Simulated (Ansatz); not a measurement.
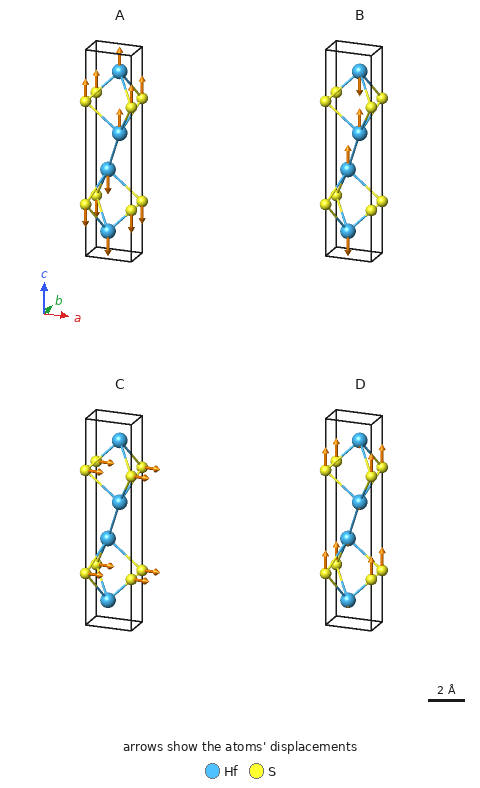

Four optical modes of crystalline Hf$_{2}$S at the zone centre, in no order (one member of each degenerate set). Displacements are drawn as orange arrows; their common scale and sign are arbitrary. A ball-and-stick model of the cell of the calculation, seen slightly off an axis.

Level of theory: DFT r2SCAN, scalar-relativistic, plane waves, PAW (Ansatz 0.2.0). Settings: plane-wave cutoff 500 eV; k-point mesh 18 × 18 × 4; occupations gaussian; smearing width 0.15 eV; no spin polarisation.

Q: Order them from the lowest to the highest frequency (imaginary ones first).

A: B (116 cm⁻¹), A (141 cm⁻¹), C (266 cm⁻¹), D (314 cm⁻¹). B, B₂u: The S atoms stay at rest; all motion is along c; atoms of one kind move against one another, with no net shift of their sublattice. A, B₁g: All motion is along c; atoms of one kind move against one another, with no net shift of any sublattice; the kinetic energy is shared as Hf 92 %, S 8 %. C, E₁u: The S sublattice moves against the Hf sublattice, along a; the kinetic energy is shared as S 92 %, Hf 8 %. D, A₂u: The S sublattice moves against the Hf sublattice, along c; the kinetic energy is shared as S 92 %, Hf 8 %. The crystal is metallic in this run.
